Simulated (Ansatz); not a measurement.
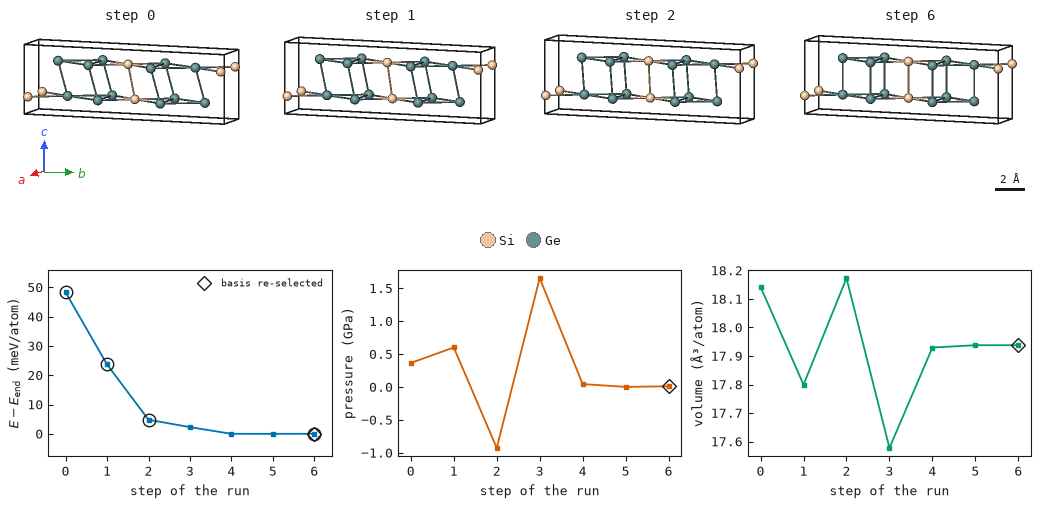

Frames of a relaxation of crystalline SiGe2 (a generated structure, set up in Cmcm), marked on the history of the run. The picture is a ball-and-stick view of the conventional cell (2 times the calculation's cell), seen slightly off an axis. Lengths and directions refer to the drawn axes.

Level of theory: DFT PBE, scalar-relativistic, plane waves, PAW (Ansatz 0.2.0). Settings: plane-wave cutoff 420 eV; k-point mesh 14 × 14 × 8; occupations gaussian; smearing width 0.1 eV; no spin polarisation; cell and atoms relaxed; force threshold 0.01 eV/Å; at most 80 steps.

**Describe the path.**

The largest moves relative to the cell, 0.40 Å, are those of Ge atoms. By element the largest moves are Ge 0.40 Å, Si 0.25 Å. The drawn cell changes as follows: a 2.896 → 2.812 Å (−2.9 %), b 15.134 → 14.646 Å (−3.2 %), c 4.967 → 5.227 Å (+5.2 %); the volume changes by −1.1 %. Near-neighbour distances that change, for instance: Ge–Ge 3.187 → 2.988 Å, Ge–Si 2.858 → 2.733 Å, Ge–Ge 2.896 → 2.812 Å, Si–Si 2.537 → 2.614 Å. Bond angles that change, for instance: Ge–Ge–Ge 147.8° → 180.0°, Si–Si–Si 156.4° → 180.0°, Si–Ge–Ge 76.2° → 90.0°. The space group (tolerance 0.01 Å) goes from Cmcm (No. 63) to Cmmm (No. 65). After 5 accepted moves (6 points after the start) the energy has fallen by 48.3 meV per atom. The largest force component goes from 0.19 to 0.00052 eV/Å. The pressure goes from 0.37 to 0.01 GPa. The SCF was repeated once at an unchanged geometry on a basis and grid sized afresh for the cell, which shifted the energy by less than 0.05 meV per atom at most. From step 0 to 1: Ge atoms move most (0.15 Å), volume −1.9 %, energy −24.6 meV per atom. From step 1 to 2: Ge atoms move most (0.19 Å), volume +2.1 %, energy −18.9 meV per atom. From step 2 to 6: Ge atoms move most (0.10 Å), volume −1.3 %, energy −4.8 meV per atom.

```tsv
step	E − E(0), meV/atom	largest force component, eV/Å	pressure, GPa	volume, Å³/atom	note
0	0.00	0.1904	0.37	18.142	
1	-24.64	0.3084	0.60	17.799	
2	-43.50	0.1333	-0.93	18.173	
3	-46.03	0.0460	1.65	17.577	
4	-48.31	0.0045	0.04	17.930	
5	-48.31	0.0005	0.00	17.938	
6	-48.30	0.0005	0.01	17.938	same geometry, new basis
```
